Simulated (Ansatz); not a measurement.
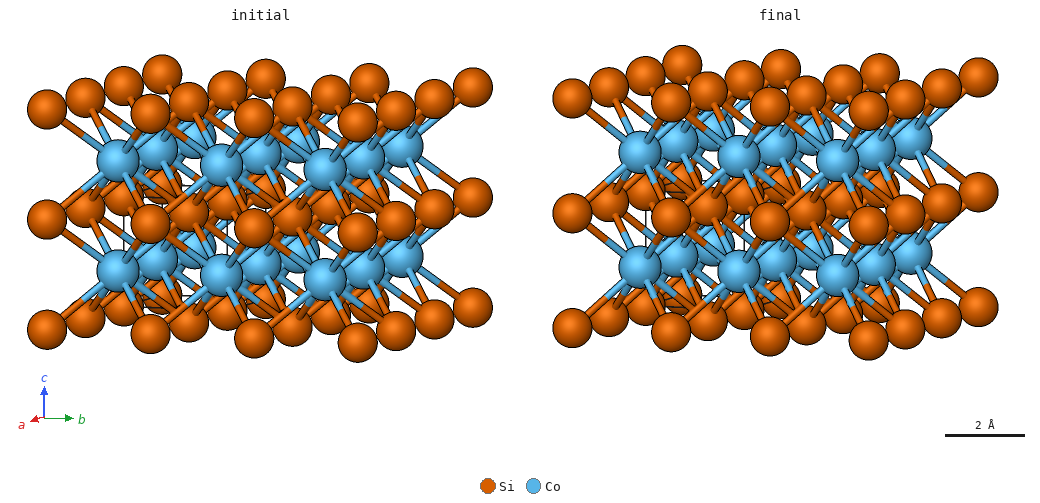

The structure of a crystal of CoSi (a generated structure, set up in P4/mmm) (coarse preliminary run) before (left) and after (right) a relaxation, at one scale.

A ball-and-stick model of the cell of the calculation, repeated 3 × 3 × 2 with one cell outlined, seen slightly off an axis.

Case: Al → Si, Ni → Co on all its sites, cell and atoms relaxed.

Computed with Ansatz 0.2.0, DFT PBEsol, scalar-relativistic, plane waves, PAW. (plane-wave cutoff 420 eV; k-point mesh 8 × 8 × 8; occupations gaussian; smearing width 0.1 eV; collinear spin; cell and atoms relaxed; force threshold 0.05 eV/Å; at most 60 steps)

Summarise the run.

Answer. No atom moves by more than 0.005 Å relative to the cell. Cell: a = b 2.796 → 2.667 Å (−4.6 %), c 2.807 → 2.927 Å (+4.3 %). Volume −5.1 %. Near-neighbour distances that change, for instance: Co–Si 2.425 → 2.387 Å. The space group stays P4/mmm (No. 123). After 9 accepted moves (10 points after the start) the energy has fallen by 56.1 meV per cell of the calculation. All forces vanish by symmetry, so only the cell relaxes. The pressure goes from −10.85 to −0.03 GPa. At 1 point the geometry stayed and the basis and grid were re-selected for the new cell (energy shift of 0.1 meV per cell of the calculation at most each time). The run took of the order of 80 core-seconds on a shared host.
